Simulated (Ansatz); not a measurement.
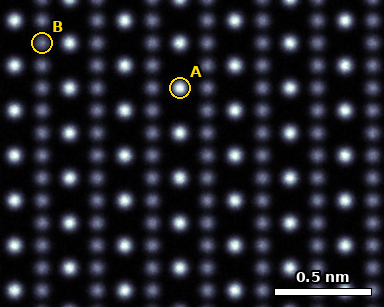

Z-contrast image of Br (Ia-3d, No. 230) along [211]. Simulation: incoherent imaging, intensity Z^1.6 per atom, probe width 0.60 Å, thin sample. Shot noise was added. Atomic positions: the end point of a relaxation with DFT PBE, scalar-relativistic, plane waves, PAW (Ansatz 0.2.0); the starting structure was generated, so it need not be a known form of this composition.

```
Br
1.0
     8.24508    0.00000    0.00000
     0.00000    8.24508    0.00000
     0.00000    0.00000    8.24508
Br
16
Direct
  0.12500 0.12500 0.12500
  0.87500 0.37500 0.12500
  0.12500 0.87500 0.37500
  0.37500 0.12500 0.87500
  0.37500 0.37500 0.37500
  0.12500 0.62500 0.87500
  0.87500 0.12500 0.62500
  0.62500 0.87500 0.12500
  0.62500 0.62500 0.62500
  0.37500 0.87500 0.62500
  0.62500 0.37500 0.87500
  0.87500 0.62500 0.37500
  0.87500 0.87500 0.87500
  0.62500 0.12500 0.37500
  0.37500 0.62500 0.12500
  0.12500 0.37500 0.62500
```

### Assign the marked columns.

A: Br (2 Br per 20.20 Å along the beam; the brightest kind). B: Br (1 Br per 20.20 Å along the beam; about 50 % of the brightest peak). Brightness is counted from the darkest point of the image.
